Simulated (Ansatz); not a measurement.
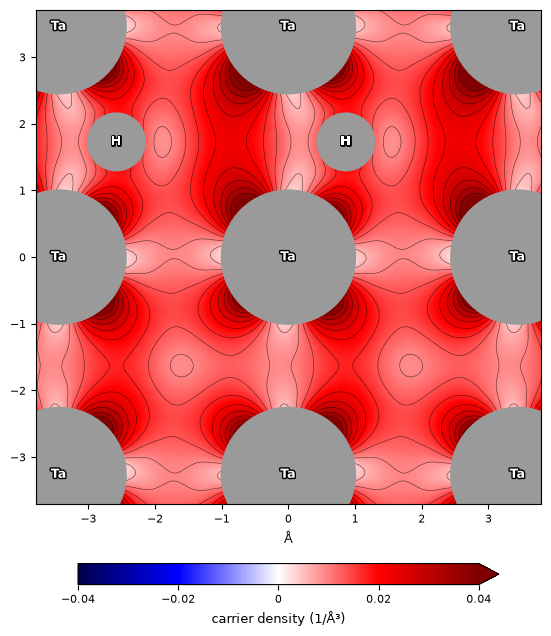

*Ta₂H. Where the hole sits when 0.2 electron is taken from the 3-atom cell of the calculation (uniform compensating background, atoms fixed); the change of density for each carrier, counted positive where the carrier is: a map on the (011) plane of the conventional cell, with grey discs over the atomic cores. Cores are masked to 1.0 Å (Ta) and 0.4 Å (H).*

Space group C222. The cell comes from a database of computed structures, not from a measurement.

These are results of Ansatz 0.2.0, DFT r2SCAN, scalar-relativistic, plane waves, PAW, not measurements.

In a PAW calculation such maps are meaningful between the atoms, not at the nuclei.

**Where does the doped charge go?**

Summed over atomic cells sized by the Bader volumes, the hole divides as Ta about 95 % and H little; these cells fill 90 % (Ta) and 10 % (H) of the volume.
Over the whole cell, outside the cores, it is densest at the edge of the masked core of Ta.
The counter-flow of charge adds up to under 0.1 e for each carrier.
These are shares of the net change, screening included; the states that take the carrier can be more concentrated.
This is very heavy doping, far beyond the dilute limit.
